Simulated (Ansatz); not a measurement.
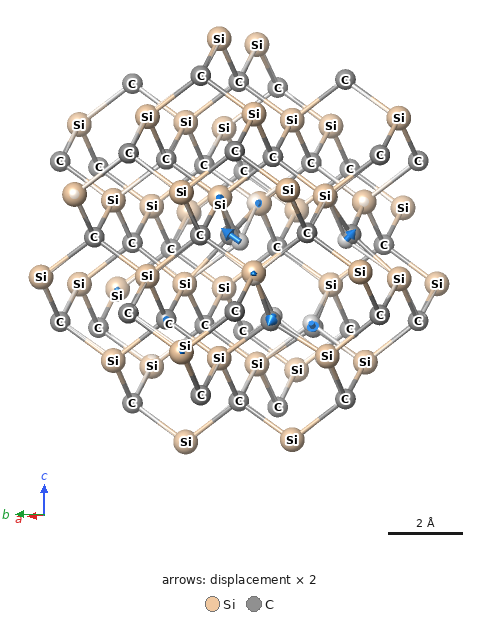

A relaxation of a defect cell of composition Si31C32 (cell charge +2). The starting structure is drawn faded, the final one solid; blue arrows show the displacements, magnified 2 times.

The picture is a ball-and-stick view of the atoms within 5.8 Å of the atom that moves most (axes of the cell of the calculation (origin shifted)), seen from a free direction.

Computed with DFT, PBEsol, PAW, plane waves (Ansatz). Settings: plane-wave cutoff 420 eV; k-point mesh 1 × 1 × 1; mesh shifted by (0.25, 0.25, 0.25); collinear spin; atoms relaxed in a fixed cell; force threshold 0.03 eV/Å; at most 80 steps.

Atoms of which element are displaced furthest, and by how much?

Carbon: up to 0.34 Å, against 0.09 Å for silicon.

Describe the change and its energy.

The energy falls by 1.918 eV per cell of the calculation in 5 geometry steps. The largest force component goes from 2 to 0.0094 eV/Å. A C atom moves most: 0.34 Å along [1 1 1]. Largest moves by element: C 0.34 Å, Si 0.09 Å. The cell stays as it was. Some distances before and after: C–Si 1.958 → 1.875 Å, C–Si 1.807 → 1.885 Å, C–Si 1.926 → 1.855 Å, C–Si 1.844 → 1.914 Å. Among the angles between lasting bonds that change: C–Si–C 111.9° → 97.8°, C–Si–C 111.4° → 97.8°, C–Si–C 109.9° → 97.7°. The program noted that the starting moments weren't kept. The run took 7.8 s on 1 × NVIDIA GB300 with 8 threads of Arm Neoverse-V2, peak memory 1.7 GiB.

Limits of the set-up: the cell is charged, on a uniform background, and energies carry no finite-size correction.
